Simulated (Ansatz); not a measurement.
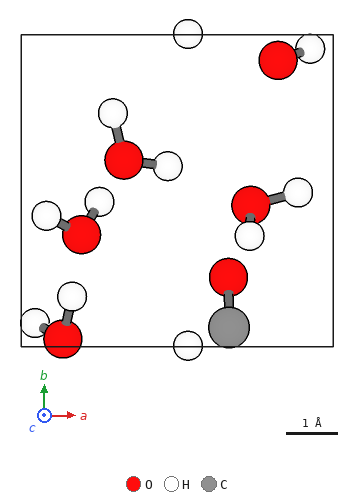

Starting frame of a dynamics run of a periodic cell with 4 H2O + 1 HCOOH at 0.824 g/cm³. It starts from the last geometry of an earlier run, with fresh velocities. Style: ball-and-stick. Shown: the simulation cell, along the c axis.

These are results of Ansatz, DFT PBE, scalar-relativistic, plane waves, PAW, not measurements.

Input file:
```yaml
crystal:
  lattice:
    - [6.196286, 0.0, 0.0]
    - [0.0, 6.196286, 0.0]
    - [0.0, 0.0, 6.196286]
  atoms:
    - { symbol: O, position: [0.19319041, 0.35903884, 0.91142014] }
    - { symbol: H, position: [0.25042506, 0.46439935, 0.80825968] }
    - { symbol: H, position: [0.08057279, 0.41956795, 0.99125325] }
    - { symbol: O, position: [0.73607603, 0.45328861, 0.45425932] }
    - { symbol: H, position: [0.73219484, 0.35520761, 0.58340707] }
    - { symbol: H, position: [0.88768389, 0.49415654, 0.43062112] }
    - { symbol: O, position: [0.1332249, 0.02439235, 0.66905842] }
    - { symbol: H, position: [0.16287724, 0.1604875, 0.7562189] }
    - { symbol: H, position: [0.04378546, 0.07563585, 0.5493592] }
    - { symbol: O, position: [0.32901185, 0.59829148, 0.54412351] }
    - { symbol: H, position: [0.46963057, 0.57879086, 0.48020075] }
    - { symbol: H, position: [0.29362808, 0.74854688, 0.5686772] }
    - { symbol: O, position: [0.82350307, -0.08187791, 0.95191796] }
    - { symbol: C, position: [0.66621316, 0.06125631, 0.94645725] }
    - { symbol: O, position: [0.66446318, 0.22211939, 0.83144909] }
    - { symbol: H, position: [0.92647814, -0.04472781, 0.8416349] }
    - { symbol: H, position: [0.53460789, 0.00287645, 1.06042997] }
basis:
  ecutwfc: 420.0
kpoints:
  mp_grid: { grid: [1, 1, 1] }
hamiltonian:
  xc: pbe
scf:
  occupations: { method: fermi_dirac, width: 0.05 }
  lower_state_search: "off"
md:
  timestep: 0.5
  n_steps: 400
  ensemble: nvt_langevin
  temperature: 300.0
  initial_velocities: maxwell_boltzmann
  seed: 503819
  friction: 0.05
```

Launched with:
```bash
ansatz run input.yaml --threads 1 --pin off --max-ram 3072MiB --backend cpu --events-out ev --progress --plain --runs-dir out
```

What does the trajectory do?

Answer. Over the second half the temperature averages 367 K (spread ±56 K). The potential energy in the second half lies on average 20.7 meV per atom above the first frame. In the second half of the run the atoms are, in the root-mean-square, this far from where they began (common drift taken out): H 0.39 Å, O 0.37 Å, C 0.30 Å. The heavy atoms stay within a fraction of a molecule's size of their starting places; so short a run doesn't tell a liquid from a solid.

Along the run (each row but the first and the last is the mean over the interval that it begins):

```csv
time (fs),potential energy (meV/atom),T (K)
0.0,0.0,282
20.0,5.3,262
40.0,13.0,352
60.0,15.7,319
80.0,14.5,357
100.0,12.1,351
120.0,23.4,333
140.0,26.9,378
160.0,22.3,401
180.0,19.0,371
200.0,23.2,432
```

The paths of the atoms:

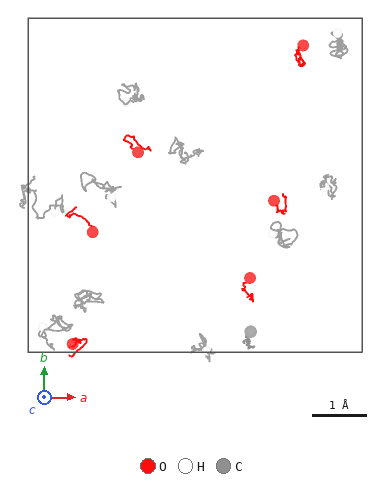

Limits of the set-up: the periodic images lie only 6.2 Å apart, so the values are limited by the cell's size.

The run took 6.1 min on 1 thread of Arm Neoverse V2 (shared host), peak memory 0.33 GiB.
